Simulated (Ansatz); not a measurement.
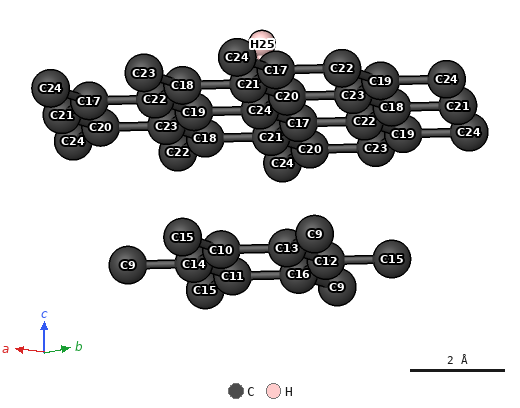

This is the input geometry for a constrained relaxation of a slab of composition HC24 (cut from the R-3m phase). Style: ball-and-stick. Shown: the atoms within 5.0 Å of the atom that moves most (axes of the 2 × 2 repeat of the cell, outlined in the plane, without the vacuum (origin shifted)), from a free direction.

Case: H at the far end of a hop. The slab is the (0 0 1) face of C with H on it. 8 atoms are held fixed.

The calculation used Ansatz, DFT PBE+D3(BJ), scalar-relativistic, plane waves, PAW.

Input
```yaml
crystal:
  lattice:
    - [4.9300990165, 0.0, 0.0]
    - [-2.4650495082, 4.2695909914, 0.0]
    - [0.0, 0.0, 25.69871234]
  atoms:
    - { symbol: C, position: [0.8333333333, 0.6666666667, 0.3307558716] }
    - { symbol: C, position: [0.8333333333, 0.1666666667, 0.3307558716] }
    - { symbol: C, position: [0.3333333333, 0.6666666667, 0.3307558716] }
    - { symbol: C, position: [0.3333333333, 0.1666666667, 0.3307558716] }
    - { symbol: C, position: [0.6666666667, 0.3333333333, 0.330818521] }
    - { symbol: C, position: [0.6666666667, 0.8333333333, 0.330818521] }
    - { symbol: C, position: [0.1666666667, 0.3333333333, 0.330818521] }
    - { symbol: C, position: [0.1666666667, 0.8333333333, 0.330818521] }
    - { symbol: C, position: [0.1666666667, 0.8333333333, 0.4610562199] }
    - { symbol: C, position: [0.1666666667, 0.3333333333, 0.4610562199] }
    - { symbol: C, position: [0.6666666667, 0.8333333333, 0.4610562199] }
    - { symbol: C, position: [0.6666666667, 0.3333333333, 0.4610562199] }
    - { symbol: C, position: [0.0, 0.5, 0.4611188691] }
    - { symbol: C, position: [0.0, 0.0, 0.4611188691] }
    - { symbol: C, position: [0.5, 0.5, 0.4611188691] }
    - { symbol: C, position: [0.5, 0.0, 0.4611188691] }
    - { symbol: C, position: [0.5, 0.0, 0.5913565681] }
    - { symbol: C, position: [0.5, 0.5, 0.5913565681] }
    - { symbol: C, position: [0.0, 0.0, 0.5913565681] }
    - { symbol: C, position: [0.0, 0.5, 0.5913565681] }
    - { symbol: C, position: [0.3333333333, 0.6666666667, 0.5914192174] }
    - { symbol: C, position: [0.3333333333, 0.1666666667, 0.5914192174] }
    - { symbol: C, position: [0.8333333333, 0.6666666667, 0.5914192174] }
    - { symbol: C, position: [0.8333333333, 0.1666666667, 0.5914192174] }
    - { symbol: H, position: [0.828879284, 0.1727553084, 0.6484857326], spin: 1.0 }
basis:
  ecutwfc: 420
kpoints:
  mp_grid: { grid: [6, 6, 1] }
hamiltonian:
  xc: pbe
  dispersion: d3bj
scf:
  occupations: { method: gaussian, width: 0.05 }
output:
  forces: true
  eigenvalues: true
  populations: true
  write_density: true
  write_potential: true
  elf: true
  volumetric_format: npy
magnetization:
  spin_polarized: true
relax:
  adjacent_minimum: "off"
  f_tol: 0.02
  max_steps: 70
  constraints: [{ sites: [0, 1, 2, 3, 4, 5, 6, 7] }]
efield:
  axis: 3
  dipole_correction: true
  ramp_width: 0.04
```

Run as
```bash
ansatz run input.yaml --threads 4 --pin off --max-ram 10240MiB --backend cpu --events-out ev --progress --plain --runs-dir out
```

Question: Where does the constrained relaxation end?

Answer: The atom that moves furthest is C24 (0.34 Å along the normal (+c)). Largest moves by element: C 0.34 Å, H 0.04 Å. The cell stays as it was. Near-neighbour distances that change, for instance: C24–H25 1.467 → 1.129 Å, C17–C24 1.423 → 1.486 Å, C17–C21 1.423 → 1.406 Å, C18–C21 1.423 → 1.434 Å. Among the angles between lasting bonds that change: C17–C24–C19 120.0° → 115.2°. The energy falls by 1.036 eV per cell of the calculation in 5 geometry steps. The largest force component goes from 3.4 to 0.0088 eV/Å.

After the run, drawn alike:

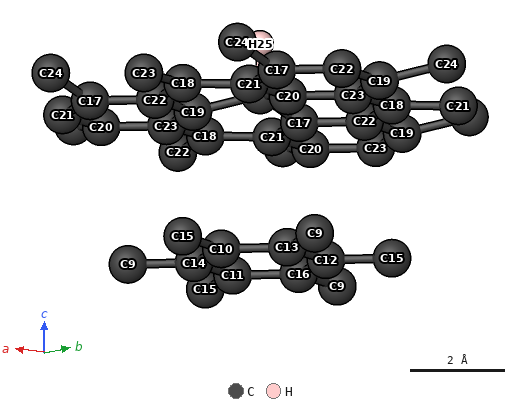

Limits of the set-up: the periodic images lie only 4.9 Å apart, so the values are limited by the cell's size.
